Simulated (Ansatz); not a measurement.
**W₈C₉: nudged elastic band (part 1 of 2)**

System: W₈C₉ (defect cell, 17 atoms in the cell).
Method: DFT PBEsol, scalar-relativistic, plane waves, PAW, no spin polarisation (Ansatz 0.2.0).

The structure derives from a Materials Project entry. It belongs to a series of runs on one base structure; here: climbing-image band for the jump of C by 2.83 A. Figures and captions count atoms from 1; the log counts them from 0 in places.

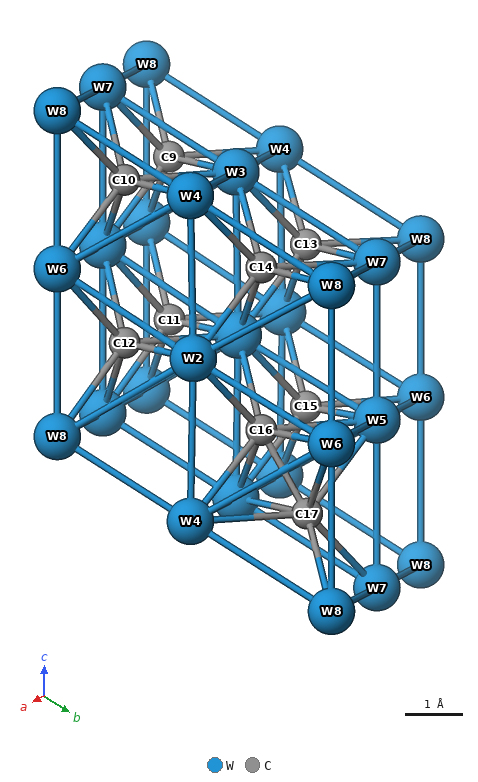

**Figure 1.** The starting structure (ball-and-stick view of the cell of the calculation, seen slightly off an axis; atoms are numbered from 1 in the order of the input). An atom can appear more than once, as a periodic image.

The input
```yaml
crystal:
  lattice:
    - [0.0, 0.0, -5.6555137123]
    - [-2.8984787826, -5.020312516, 0.0]
    - [-2.8984787825, 5.0203125161, 0.0]
  atoms:
    - { symbol: W, position: [0.4984019418, 0.4999997563, 0.4999990307] }
    - { symbol: W, position: [1.0015975805, 0.5000002437, 0.5000070123] }
    - { symbol: W, position: [0.4953249596, 0.4902776761, -0.0048839241] }
    - { symbol: W, position: [1.0046790074, 0.4902854205, -0.0048452719] }
    - { symbol: W, position: [0.4953190077, 1.004859319, 0.5097175407] }
    - { symbol: W, position: [1.0046691982, 1.0048522092, 0.509725106] }
    - { symbol: W, position: [0.4953254529, 1.0048600972, -0.0048813496] }
    - { symbol: W, position: [1.0046773363, 1.0048748332, -0.0048473713] }
    - { symbol: C, position: [0.250006431, 0.1666689735, 0.8333343026] }
    - { symbol: C, position: [0.7500065418, 0.1666486594, 0.8333220053] }
    - { symbol: C, position: [0.2499957627, 0.1686453422, 0.3343229258] }
    - { symbol: C, position: [0.749991399, 0.1674411755, 0.3337197949] }
    - { symbol: C, position: [0.2499855205, 0.6656820359, 0.8313674625] }
    - { symbol: C, position: [0.7500235588, 0.6662753389, 0.8325389926] }
    - { symbol: C, position: [0.2500042373, 0.6656549078, 0.3342969281] }
    - { symbol: C, position: [0.7499759117, 0.6662746704, 0.3337380618] }
    - { symbol: C, position: [0.7500196305, 0.8333217437, 0.1666511271] }
basis:
  ecutwfc: 420
  xc_grid: 2
kpoints:
  mp_grid: { grid: [4, 5, 5], shift: [0.5, 0.0, 0.0] }
hamiltonian:
  xc: pbesol
scf:
  occupations: { method: gaussian, width: 0.1 }
output:
  forces: true
neb:
  images: 5
  f_tol: 0.05
  max_iterations: 70
  order_check: false
  final_atoms:
    - { symbol: W, position: [0.5015980582, 0.4999997563, 0.4999990307] }
    - { symbol: W, position: [0.9984024195, 0.5000002437, 0.5000070123] }
    - { symbol: W, position: [0.5046750404, 0.4902776761, -0.0048839241] }
    - { symbol: W, position: [0.9953209926, 0.4902854205, -0.0048452719] }
    - { symbol: W, position: [0.5046809923, 1.004859319, 0.5097175407] }
    - { symbol: W, position: [0.9953308018, 1.0048522092, 0.509725106] }
    - { symbol: W, position: [0.5046745471, 1.0048600972, -0.0048813496] }
    - { symbol: W, position: [0.9953226637, 1.0048748332, -0.0048473713] }
    - { symbol: C, position: [0.2499934582, 0.1666486594, 0.8333220053] }
    - { symbol: C, position: [0.749993569, 0.1666689735, 0.8333343026] }
    - { symbol: C, position: [0.250008601, 0.1674411755, 0.3337197949] }
    - { symbol: C, position: [0.7500042373, 0.1686453422, 0.3343229258] }
    - { symbol: C, position: [0.2499764412, 0.6662753389, 0.8325389926] }
    - { symbol: C, position: [0.7500144795, 0.6656820359, 0.8313674625] }
    - { symbol: C, position: [0.2500240883, 0.6662746704, 0.3337380618] }
    - { symbol: C, position: [0.7499957627, 0.6656549078, 0.3342969281] }
    - { symbol: C, position: [1.2499803695, 0.8333217437, 0.1666511271] }
```

Run as:
```bash
ansatz run input.yaml --threads 4 --pin off --max-ram 10240MiB --backend cpu --events-out ev --progress --plain --runs-dir out
```

Log
```
Warning: neb: disabling space-group detection — the band's intermediate images generally break the endpoint symmetry, so no spatial operation reduces the k-mesh or symmetrises the density, except that a semilocal band can use its path's symmetry ahead of convergence; time reversal is kept, so that k and −k are solved as one point where they differ and the mesh holds both, and exact exchange and, on two spinor components, a DFT+U term hold to it where the run has them: on two components no moment then forms, and a state that bears one, which a typed moment (crystal.atoms[].spin; refused beside efield: under a hybrid functional) reaches, can lie lower, under hf by electronvolts; crystal.symmetry.detect: false (a key that needs symmetry detection or time reversal refuses this as the deck is read) with time_reversal: false beside it drops time reversal too
Engine: ansatz 0.2.0, x86_64-unknown-linux-gnu
Pseudopotentials: kind: paw
Pseudopotential: W, paw, valence charge 14, recommended cutoff 420 eV (normal), W.paw.azcp
Pseudopotential: C, paw, valence charge 4, recommended cutoff 420 eV (normal), C.paw.azcp
Functional definition: PBEsol
  exchange = pbesol_x
  correlation = pbesol_c
parallel-image band execution: 4 concurrent image workers
NEB image 0
Crystal: 17 atoms, lattice volume = 164.590 Å³
Basis set: ecut = 420 eV, 3259 PW (Γ), exchange–correlation on 80×80×80 points (8 copies of the dense FFT grid, shifted against one another)
Bands: 91, of which v1, the nominal top of the filled ones, is band 74 counted from 1 (73 counted from 0)
Symmetry: 1 space group operations
k-points: 50 of 100 (time reversal used)
Non-local potential: W, projectors of the file, l = 0: 3, l = 1: 2, l = 2: 2, l = 3: 1
Non-local potential: C, projectors of the file, l = 0: 2, l = 1: 2, l = 2: 1
PAW form: soft (Blöchl's): semilocal exchange-correlation on the pseudo side does not see the compensation charge
PAW frozen core: W, regenerated for the run's functional, and the local potential with it (the file was generated under x = pbe(κ = 0.804, μ = 0.2195149727645171), c = pbe(β = 0.06672455060314922))
PAW frozen core: C, regenerated for the run's functional, and the local potential with it (the file was generated under x = pbe(κ = 0.804, μ = 0.2195149727645171), c = pbe(β = 0.06672455060314922))
PAW one-centre angular grid: W, 590 points (default); XC on 64 Gauss nodes
PAW one-centre angular grid: C, 110 points (default); XC on 64 Gauss nodes
Initial density: superposition of atomic densities (neutral atoms: chi_scale 0, normalization atom), corrected by the library's trained network
Initial wavefunctions: pseudopotential atomic-orbital guess
Functional: x = pbesol(κ = 0.804, μ = 0.12345679012345678), c = pbesol(β = 0.046)
SCF iter   1: F=—  HF=-84270.898474 eV  |F-HF|=—  |Δ(HF+E_count)|=         —  Δρ=1.96e-2  dr2=7.35e-1  ethr=1.77e-3  ⟨swp⟩=5.6  Hψ=17504  notcnv=0  defer=1
preconditioner: auto → Kerker (q_TF=auto, 2.680 Å⁻¹)  [metal: Δε(μ)=0.079 eV  Ē_g=9.020 eV  σ=0.100 eV  W_gap=0.42  n_scr=58 (ndim 8)  ℏωp=26.5 eV  f_vac=0.000  D(μ)=4.46/eV (n_scr^D=26)]
SCF iter   2: F=—  HF=-84270.739040 eV  |F-HF|=—  |Δ(HF+E_count)|=   1.59e-1  Δρ=6.75e-3  dr2=6.61e-2  ethr=4.97e-4  ⟨swp⟩=2.2  Hψ=7113  notcnv=0  defer=431
preconditioner: auto → Resta (q_TF=auto, 2.680 Å⁻¹)  ε∞=9.5  [insulator: Δε(μ)=0.103 eV  Ē_g=9.080 eV  σ=0.100 eV  W_gap=0.52  n_scr=58 (ndim 8)  ℏωp=26.5 eV  f_vac=0.000  D(μ)=3.76/eV (n_scr^D=20)  ε∞_Penn≈9.5]
SCF iter   3: F=—  HF=-84270.728173 eV  |F-HF|=—  |Δ(HF+E_count)|=   1.09e-2  Δρ=2.30e-3  dr2=5.70e-3  ethr=4.46e-5  ⟨swp⟩=2.0  Hψ=6136  notcnv=0  defer=431
SCF iter   4: F=—  HF=-84270.727597 eV  |F-HF|=—  |Δ(HF+E_count)|=   5.76e-4  Δρ=1.84e-4  dr2=4.42e-5  ethr=3.85e-6  ⟨swp⟩=2.0  Hψ=6137  notcnv=0  defer=431
SCF iter   5: F=—  HF=-84270.727569 eV  |F-HF|=—  |Δ(HF+E_count)|=   2.79e-5  Δρ=4.43e-5  dr2=2.45e-6  ethr=2.98e-8  ⟨swp⟩=2.0  Hψ=7698  notcnv=0  defer=461
SCF iter   6: F=-84270.727569 eV  HF=-84270.727569 eV  |F-HF|=3.17e-8  |Δ(HF+E_count)|=   3.95e-7  Δρ=7.33e-6  dr2=8.98e-8  ethr=6.76e-11  ⟨swp⟩=3.5  Hψ=18422  notcnv=0
SCF 1 converged in 6 iterations: F = -84270.727569 eV  dr2 = 8.98e-8
  greatest PAW one-centre occupation: 1.000 electrons in one spin orbital (limit 2), on the W atom at site 1 (counted from 0), in its partial waves of l = 0
NSCF: frozen V_eff on 50 k-points
NEB image 6
SCF iter   1: F=—  HF=-84270.898489 eV  |F-HF|=—  |Δ(HF+E_count)|=         —  Δρ=1.96e-2  dr2=7.35e-1  ethr=1.77e-3  ⟨swp⟩=5.6  Hψ=17523  notcnv=0
SCF iter   2: F=—  HF=-84270.739116 eV  |F-HF|=—  |Δ(HF+E_count)|=   1.59e-1  Δρ=6.75e-3  dr2=6.59e-2  ethr=4.97e-4  ⟨swp⟩=2.1  Hψ=7034  notcnv=0  defer=431
SCF iter   3: F=—  HF=-84270.728176 eV  |F-HF|=—  |Δ(HF+E_count)|=   1.09e-2  Δρ=2.30e-3  dr2=5.72e-3  ethr=4.45e-5  ⟨swp⟩=2.0  Hψ=6138  notcnv=0  defer=431
SCF iter   4: F=—  HF=-84270.727591 eV  |F-HF|=—  |Δ(HF+E_count)|=   5.86e-4  Δρ=1.88e-4  dr2=4.67e-5  ethr=3.86e-6  ⟨swp⟩=2.0  Hψ=6129  notcnv=0  defer=431
SCF iter   5: F=—  HF=-84270.727569 eV  |F-HF|=—  |Δ(HF+E_count)|=   2.16e-5  Δρ=4.60e-5  dr2=2.76e-6  ethr=3.16e-8  ⟨swp⟩=2.0  Hψ=7663  notcnv=0  defer=461
SCF iter   6: F=-84270.727569 eV  HF=-84270.727569 eV  |F-HF|=2.71e-8  |Δ(HF+E_count)|=   4.57e-7  Δρ=7.53e-6  dr2=9.00e-8  ethr=6.76e-11  ⟨swp⟩=3.5  Hψ=18472  notcnv=0
SCF 2 converged in 6 iterations: F = -84270.727569 eV  dr2 = 9.00e-8
[... from here on the iterations of each SCF are left out, up to the last one ...]
NSCF: frozen V_eff on 50 k-points
NEB end point (image 0): max|allowed force component| = 2.811e-3 eV/Å (the criterion of neb.relax_end_points is 1.000e-2)
NEB end point (image 6): max|allowed force component| = 2.814e-3 eV/Å (the criterion of neb.relax_end_points is 1.000e-2)
NEB image 1
preconditioner: auto → Kerker (q_TF=auto, 2.680 Å⁻¹)  [metal: Δε(μ)=0.067 eV  Ē_g=8.960 eV  σ=0.100 eV  W_gap=0.36  n_scr=58 (ndim 8)  ℏωp=26.5 eV  f_vac=0.000  D(μ)=4.33/eV (n_scr^D=26)]
SCF 3 converged in 8 iterations: F = -84269.493128 eV  dr2 = 2.12e-8
NEB image 2
preconditioner: auto → Kerker (q_TF=auto, 2.680 Å⁻¹)  [metal: Δε(μ)=0.090 eV  Ē_g=8.900 eV  σ=0.100 eV  W_gap=0.47  n_scr=58 (ndim 8)  ℏωp=26.5 eV  f_vac=0.000  D(μ)=3.74/eV (n_scr^D=20)]
SCF 4 converged in 8 iterations: F = -84267.683014 eV  dr2 = 1.76e-8
NEB image 3
preconditioner: auto → Kerker (q_TF=auto, 2.680 Å⁻¹)  [metal: Δε(μ)=0.038 eV  Ē_g=8.876 eV  σ=0.100 eV  W_gap=0.21  n_scr=58 (ndim 8)  ℏωp=26.5 eV  f_vac=0.000  D(μ)=5.09/eV (n_scr^D=28)]
SCF 5 converged in 8 iterations: F = -84266.608734 eV  dr2 = 4.93e-8
NEB image 4
SCF 6 converged in 8 iterations: F = -84267.683014 eV  dr2 = 1.74e-8
NEB image 5
SCF 7 converged in 8 iterations: F = -84269.493128 eV  dr2 = 2.12e-8
NEB iter   1: max|band force component| = 9.369e0 eV/Å  barrier→ = 4.1188 eV  barrier← = 4.1188 eV  Δτ_max = 0.1594 Å  (52 SCF iters)
NEB image 1
Initial density: handed on by an earlier stage of this run
Initial wavefunctions: those handed on with the density
preconditioner: auto → Kerker (q_TF=auto, 2.680 Å⁻¹)  [metal: Δε(μ)=0.007 eV  Ē_g=8.999 eV  σ=0.100 eV  W_gap=0.04  n_scr=58 (ndim 8)  ℏωp=26.5 eV  f_vac=0.000  D(μ)=3.99/eV (n_scr^D=20)]
SCF 8 converged in 7 iterations: F = -84269.779605 eV  dr2 = 7.35e-8
NEB image 2
preconditioner: auto → Kerker (q_TF=auto, 2.680 Å⁻¹)  [metal: Δε(μ)=0.032 eV  Ē_g=8.864 eV  σ=0.100 eV  W_gap=0.17  n_scr=58 (ndim 8)  ℏωp=26.5 eV  f_vac=0.000  D(μ)=5.18/eV (n_scr^D=28)]
SCF 9 converged in 8 iterations: F = -84268.732654 eV  dr2 = 2.61e-8
NEB image 3
preconditioner: auto → Kerker (q_TF=auto, 2.680 Å⁻¹)  [metal: Δε(μ)=0.032 eV  Ē_g=8.820 eV  σ=0.100 eV  W_gap=0.18  n_scr=58 (ndim 8)  ℏωp=26.5 eV  f_vac=0.000  D(μ)=4.74/eV (n_scr^D=28)]
SCF 10 converged in 8 iterations: F = -84268.344529 eV  dr2 = 2.90e-8
NEB image 4
SCF 11 converged in 8 iterations: F = -84268.732654 eV  dr2 = 2.63e-8
NEB image 5
SCF 12 converged in 7 iterations: F = -84269.779605 eV  dr2 = 7.34e-8
NEB iter   2: max|band force component| = 2.536e0 eV/Å  barrier→ = 2.3830 eV  barrier← = 2.3830 eV  Δτ_max = 0.0700 Å  (38 SCF iters)
[... from here on the SCF iterations and repeated set-up lines of each step are left out, up to the last step ...]
NEB image 1
SCF 13 converged in 7 iterations: F = -84269.863304 eV  dr2 = 4.31e-8
NEB image 2
SCF 14 converged in 7 iterations: F = -84268.973008 eV  dr2 = 5.26e-8
NEB image 3
SCF 15 converged in 6 iterations: F = -84268.624595 eV  dr2 = 1.91e-8
NEB image 4
SCF 16 converged in 7 iterations: F = -84268.973008 eV  dr2 = 5.25e-8
NEB image 5
SCF 17 converged in 7 iterations: F = -84269.863304 eV  dr2 = 4.33e-8
NEB iter   3: max|band force component| = 4.152e-1 eV/Å  barrier→ = 2.1030 eV  barrier← = 2.1030 eV  CI = image 3  Δτ_max = 0.0080 Å  (34 SCF iters)
NEB image 1
SCF 18 converged in 5 iterations: F = -84269.863316 eV  dr2 = 2.48e-8
NEB image 2
SCF 19 converged in 6 iterations: F = -84268.976885 eV  dr2 = 1.78e-8
NEB image 3
SCF 20 converged in 6 iterations: F = -84268.631614 eV  dr2 = 4.09e-8
NEB image 4
SCF 21 converged in 6 iterations: F = -84268.976885 eV  dr2 = 1.78e-8
NEB image 5
SCF 22 converged in 5 iterations: F = -84269.863316 eV  dr2 = 2.48e-8
NEB iter   4: max|band force component| = 6.325e-2 eV/Å  barrier→ = 2.0960 eV  barrier← = 2.0960 eV  CI = image 3  Δτ_max = 0.0015 Å  (28 SCF iters)
NEB image 1
preconditioner: auto → Kerker (q_TF=auto, 2.680 Å⁻¹)  [metal: Δε(μ)=0.020 eV  Ē_g=9.014 eV  σ=0.100 eV  W_gap=0.11  n_scr=58 (ndim 8)  ℏωp=26.5 eV  f_vac=0.000  D(μ)=4.12/eV (n_scr^D=20)]
SCF 23 converged in 5 iterations: F = -84269.862757 eV  dr2 = 5.80e-9
NEB image 2
preconditioner: auto → Kerker (q_TF=auto, 2.680 Å⁻¹)  [metal: Δε(μ)=0.034 eV  Ē_g=8.896 eV  σ=0.100 eV  W_gap=0.19  n_scr=58 (ndim 8)  ℏωp=26.5 eV  f_vac=0.000  D(μ)=4.43/eV (n_scr^D=26)]
SCF 24 converged in 5 iterations: F = -84268.977207 eV  dr2 = 1.26e-8
NEB image 3
preconditioner: auto → Kerker (q_TF=auto, 2.680 Å⁻¹)  [metal: Δε(μ)=0.005 eV  Ē_g=8.859 eV  σ=0.100 eV  W_gap=0.03  n_scr=58 (ndim 8)  ℏωp=26.5 eV  f_vac=0.000  D(μ)=4.53/eV (n_scr^D=28)]
SCF 25 converged in 4 iterations: F = -84268.631797 eV  dr2 = 6.24e-8
NEB image 4
SCF 26 converged in 5 iterations: F = -84268.977207 eV  dr2 = 1.25e-8
NEB image 5
iter 1 solved again at ethr=8.83e-8 eV; its pass at ethr=3.10e-3 eV (dr2=1.31e-4 eV) is discarded
SCF iter   1: F=—  HF=-84269.862830 eV  |F-HF|=—  |Δ(HF+E_count)|=         —  Δρ=2.24e-4  dr2=1.24e-4  ethr=8.83e-8  ⟨swp⟩=2.0  Hψ=17151  notcnv=0
SCF iter   2: F=—  HF=-84269.862805 eV  |F-HF|=—  |Δ(HF+E_count)|=   2.52e-5  Δρ=1.21e-4  dr2=3.31e-5  ethr=8.41e-8  ⟨swp⟩=1.0  Hψ=4551  notcnv=0
SCF iter   3: F=—  HF=-84269.862758 eV  |F-HF|=—  |Δ(HF+E_count)|=   4.69e-5  Δρ=2.91e-5  dr2=3.26e-6  ethr=2.23e-8  ⟨swp⟩=2.0  Hψ=6462  notcnv=0
SCF iter   4: F=—  HF=-84269.862757 eV  |F-HF|=—  |Δ(HF+E_count)|=   7.45e-7  Δρ=8.55e-6  dr2=1.08e-7  ethr=2.21e-9  ⟨swp⟩=2.0  Hψ=6363  notcnv=0
SCF iter   5: F=-84269.862757 eV  HF=-84269.862757 eV  |F-HF|=3.54e-9  |Δ(HF+E_count)|=   2.06e-8  Δρ=1.83e-6  dr2=5.80e-9  ethr=6.76e-11  ⟨swp⟩=4.0  Hψ=14224  notcnv=0
SCF 27 converged in 5 iterations: F = -84269.862757 eV  dr2 = 5.80e-9
NEB image 1
NSCF: frozen V_eff on 50 k-points
NEB image 2
NSCF: frozen V_eff on 50 k-points
NEB image 4
NSCF: frozen V_eff on 50 k-points
NEB image 5
NSCF: frozen V_eff on 50 k-points
NEB image 3
NSCF: frozen V_eff on 50 k-points
the band table was solved once a step of the walk had ended and its energy, with any forces and stress, was formed, with the checks that follow a solve (17831 applications of the Hamiltonian). They found nothing against the state; the energy, forces and stress were not computed again (output.eigenvalues in the input reference)
NEB iter   5: max|band force component| = 2.004e-2 eV/Å  barrier→ = 2.0958 eV  barrier← = 2.0958 eV  CI = image 3  Δτ_max = 0.0000 Å  (24 SCF iters)
```

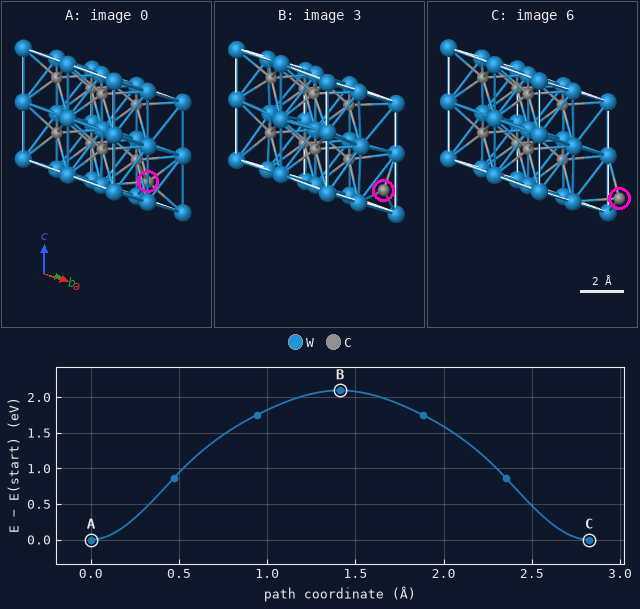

**Figure 2.** Images of the last band (counted from 0; ball-and-stick, simulation cell, seen at an oblique angle), with the moving atom and its periodic copies ringed, above the energy along the path; the line is a cubic interpolation that uses the forces. The highest image is number 3, 2.096 eV above the start and 2.096 eV above the end (the climbing image); start and end have the same energy. The path is 2.82 Å long, and C17 moves most (2.83 Å). The band converged in 5 iterations.

```
SCF converged after 4 iterations
Free energy (F): -84268.631797 eV
Harris-Foulkes:  -84268.631797 eV  (|F-HF|=3.35e-8)
Internal energy: -84268.609137 eV  (E = F + TS)
E sigma→0 (E₀):  -84268.620467 eV
Entropy (-TS):   -0.022660 eV (-1.333 meV/atom)
Fermi energy:    21.851090 eV
--- Per-component energies (eV) ---
  E_band       = -327.265483
  E_kinetic    = 4463.389218
  E_local      = -5259.579015  (includes V_loc(G=0)·N_el)
  E_nonlocal   = 260.362651
  E_hartree    = 1880.187259
  E_xc         = -2575.397579
  E_vxc        = -2474.460114  (∫ρ·V_xc dr)
  E_paw        = -68345.783175  (= ΣΔE_a)
  E_vpaw       = -1077.351178  (= ΣTr[D̂ρ^β])
  E_aug_tail   = -0.000488  (compensation charges beyond the density's cutoff)
  E_ewald      = -14693.752249
  E_core_change = 1.964242  (= ΣΔE_core)
  E_smearing   = -0.022660  (= −TS)
  E_closure    = 0.000000  (closes the sum)
  Σ components = -84268.631797   (vs F -84268.631797, Δ=0.00e0)
--- Forces (eV/Å), atoms counted from 1 ---
  atom   1  W     -0.00002242     0.00002401     0.00000005
  atom   2  W      0.00003055    -0.00003242     0.00000006
  atom   3  W     -0.00460040    -0.00267223     0.00000022
  atom   4  W      0.00850798     0.00475259    -0.00000017
  atom   5  W      0.00467933    -0.00270037     0.00000017
  atom   6  W     -0.00833973     0.00483494    -0.00000016
  atom   7  W      0.00001663     0.00537020     0.00000015
  atom   8  W      0.00015795    -0.00967583    -0.00000011
  atom   9  C     -0.00007814    -0.00000218     0.01511957
  atom  10  C     -0.00007809    -0.00000216    -0.01511966
  atom  11  C      0.00019541     0.00012316    -0.00531021
  atom  12  C      0.00019539     0.00012311     0.00531015
  atom  13  C     -0.00017254     0.00008499    -0.00535541
  atom  14  C     -0.00017259     0.00008493     0.00535532
  atom  15  C     -0.00001948    -0.00023315    -0.00526888
  atom  16  C     -0.00001947    -0.00023303     0.00526880
  atom  17  C     -0.00027990     0.00015358     0.00000003
  max |Σ_I F_I| component: 4.74e-7 eV/Å
--- Band table (eV; the first three rows and the last of 50) ---
```
